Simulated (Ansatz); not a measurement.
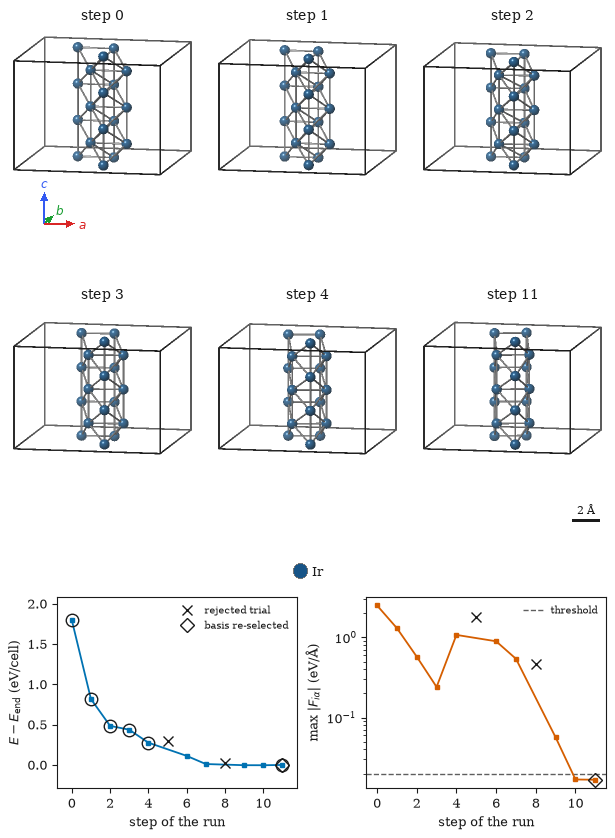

Frames of a relaxation of a wire of composition Ir, marked on the history of the run. A ball-and-stick model of the 3 repeat of the cell, with the vacuum cut short, seen slightly off an axis.

Case: wire along [1 1 0], 5 atoms a period.

Theory: DFT PBE, scalar-relativistic, plane waves, PAW in Ansatz 0.2.0.

Input file:
```yaml
crystal:
  lattice:
    - [13.1, 0.0, 0.0]
    - [0.0, 13.2, 0.0]
    - [0.0, 0.0, 2.7369706247]
  atoms:
    - { symbol: Ir, position: [0.5522322638, 0.6466159461, 0.0] }
    - { symbol: Ir, position: [0.5522322638, 0.3533840539, 0.0] }
    - { symbol: Ir, position: [0.4477677362, 0.5, 0.5] }
    - { symbol: Ir, position: [0.6566967915, 0.5, 0.5] }
    - { symbol: Ir, position: [0.3433032085, 0.6466159461, 0.0] }
basis:
  ecutwfc: 420
kpoints:
  mp_grid: { grid: [1, 1, 20] }
hamiltonian:
  xc: pbe
scf:
  occupations: { method: gaussian, width: 0.05 }
output:
  forces: true
  stress: true
  eigenvalues: true
  populations: true
  write_density: true
  write_potential: true
  elf: true
  volumetric_format: npy
relax:
  adjacent_minimum: "off"
  f_tol: 0.02
  max_steps: 45
  cell: { fix: [a, b, alpha, beta, gamma], stress_tol: 0.03 }
```

Command:
```bash
ansatz run input.yaml --threads 4 --pin off --max-ram 11264MiB --backend cpu --events-out ev --progress --plain --runs-dir out
```

> What happens along the run?

The atom that moves furthest relative to the centre of the atoms is Ir4 (0.66 Å). Along the periodic axis the drawn cell goes c 8.211 → 7.738 Å (−5.8 %). Among the contacts that change: Ir1–Ir3 2.737 → 3.527 Å, Ir1–Ir5 2.737 → 2.388 Å, Ir3–Ir4 2.737 → 2.438 Å, Ir1–Ir4 2.737 → 2.570 Å. Among the angles between lasting bonds that change: Ir1–Ir5–Ir3 60.0° → 90.6°, Ir4–Ir1–Ir5 120.0° → 90.5°, Ir3–Ir2–Ir4 90.0° → 84.3°. The energy falls by 1.799 eV per cell of the calculation in 8 accepted moves (11 points after the start). The largest force component goes from 2.5 to 0.017 eV/Å. The line search rejected the trial steps at points 5, 8 of the run. The SCF was repeated once at an unchanged geometry on a basis and grid sized afresh for the cell, which shifted the energy by 3.3 meV per cell of the calculation at most. From step 0 to 1: Ir5 moves most (0.20 Å), energy −0.980 eV per cell of the calculation. From step 1 to 2: Ir3 moves most (0.20 Å), energy −0.334 eV per cell of the calculation. From step 2 to 3: Ir1 moves most (0.09 Å), energy −47.5 meV per cell of the calculation. From step 3 to 4: Ir1 moves most (0.20 Å), energy −0.161 eV per cell of the calculation. From step 4 to 11: Ir4 moves most (0.19 Å), energy −0.277 eV per cell of the calculation.

```
step  E − E(0), meV/atom  largest force component, eV/Å                      note
   0                0.00                         2.5032                          
   1             -196.04                         1.3041                          
   2             -262.74                         0.5744                          
   3             -272.25                         0.2408                          
   4             -304.45                         1.0742                          
   5             -300.28                         1.7952                  rejected
   6             -337.20                         0.8945                          
   7             -357.48                         0.5406                          
   8             -355.92                         0.4664                  rejected
   9             -360.36                         0.0565                          
  10             -360.44                         0.0169                          
  11             -359.77                         0.0167  same geometry, new basis
```

Limits of the set-up: the k-point mesh is coarse for a cell with partly filled bands.
